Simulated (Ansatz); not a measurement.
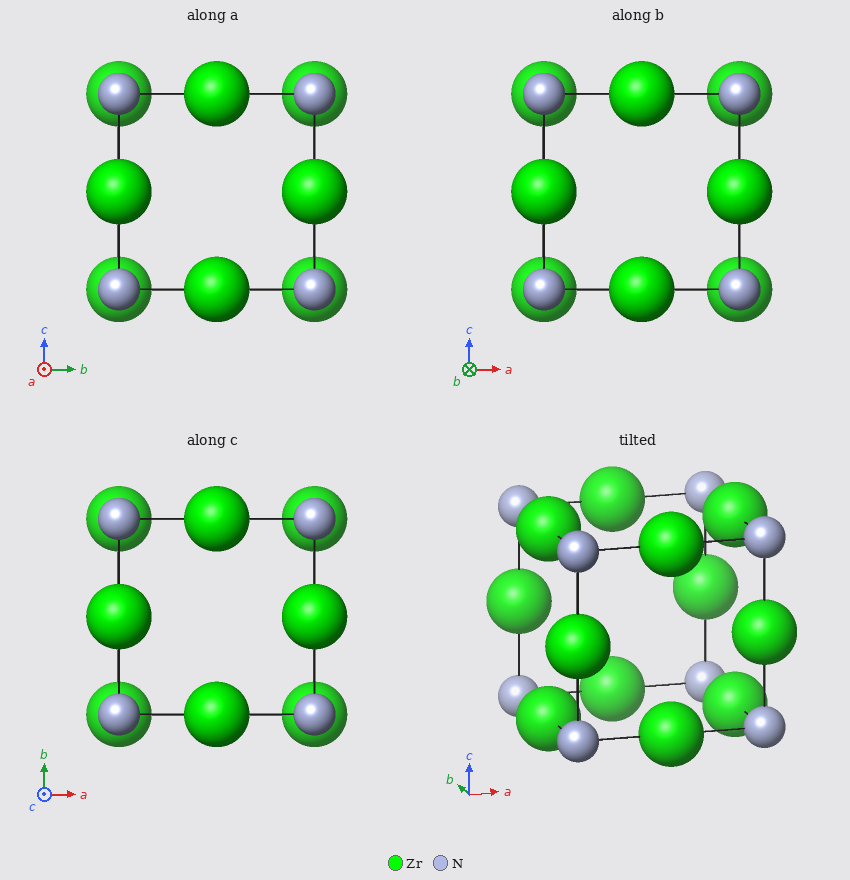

Structure drawing (spheres-only), viewed along the a axis, along the b axis, along the c axis and slightly off an axis. The frame is the conventional unit cell; atoms at its boundary are shown with their periodic copies.

Lattice parameters: a = 4.4434 Å, b = 4.4434 Å, c = 4.4434 Å, α = 90.000°, β = 90.000°, γ = 90.000°.

### Set out the cell and atoms as a CIF in P1 with every atom of the cell.

```cif
data_structure
_symmetry_space_group_name_H-M 'P 1'
_symmetry_Int_Tables_number 1
_cell_length_a 4.4434
_cell_length_b 4.4434
_cell_length_c 4.4434
_cell_angle_alpha 90.000
_cell_angle_beta 90.000
_cell_angle_gamma 90.000
_cell_volume 87.73
loop_
_atom_site_label
_atom_site_type_symbol
_atom_site_fract_x
_atom_site_fract_y
_atom_site_fract_z
_atom_site_occupancy
Zr1 Zr 0.5000 0.0000 0.0000 1
Zr2 Zr 0.0000 0.5000 0.0000 1
Zr3 Zr 0.0000 0.0000 0.5000 1
N1 N 0.0000 0.0000 0.0000 1
```

The cell started as a structure type filled with these elements by a generator (whether the compound takes this form wasn't checked). Earlier steps of the study may have refined or changed the cell and positions. It was run through Ansatz as a DFT input.
